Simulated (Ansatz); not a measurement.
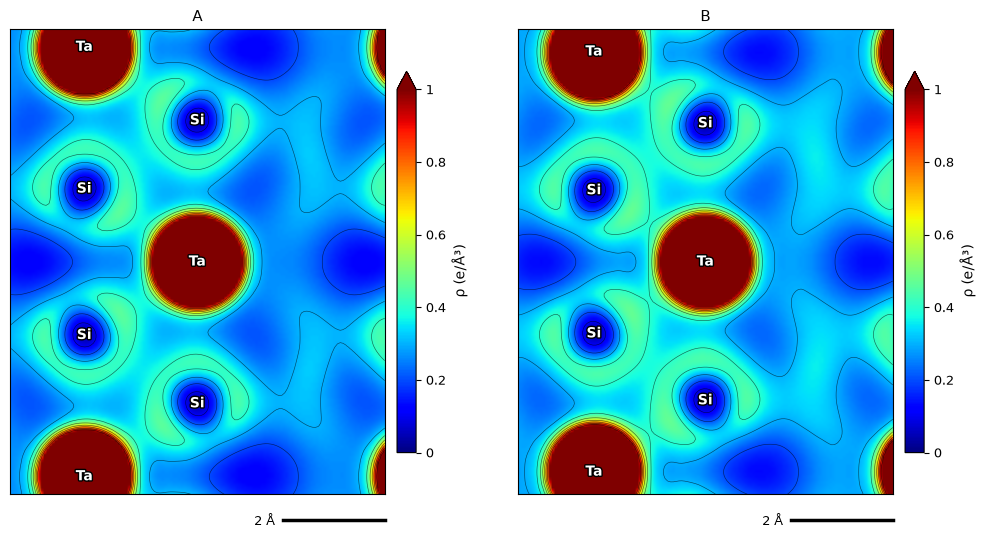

TaSi$_{2}$. The valence charge density (pseudo) of two cells that differ in size and shape, on the (110) plane of each (indices in the axes of the calculation cell), at one length scale and on one colour scale: A has 15.2 Å³ an atom and B 14.3.

Space group P6₂22; computed without spin polarisation.

All numbers below come from DFT PBEsol, scalar-relativistic, plane waves, PAW in Ansatz 0.2.0.

Core electrons are frozen (PAW), and the valence fields are smoothed inside the atomic spheres.

> What changes from the larger cell to the smaller?

From the larger cell to the smaller, Ta–Si goes from 2.64 to 2.60 Å, and the density at its midpoint from 0.37 to 0.4 e/Å³; the pressure goes from −10 to 0.0 GPa.
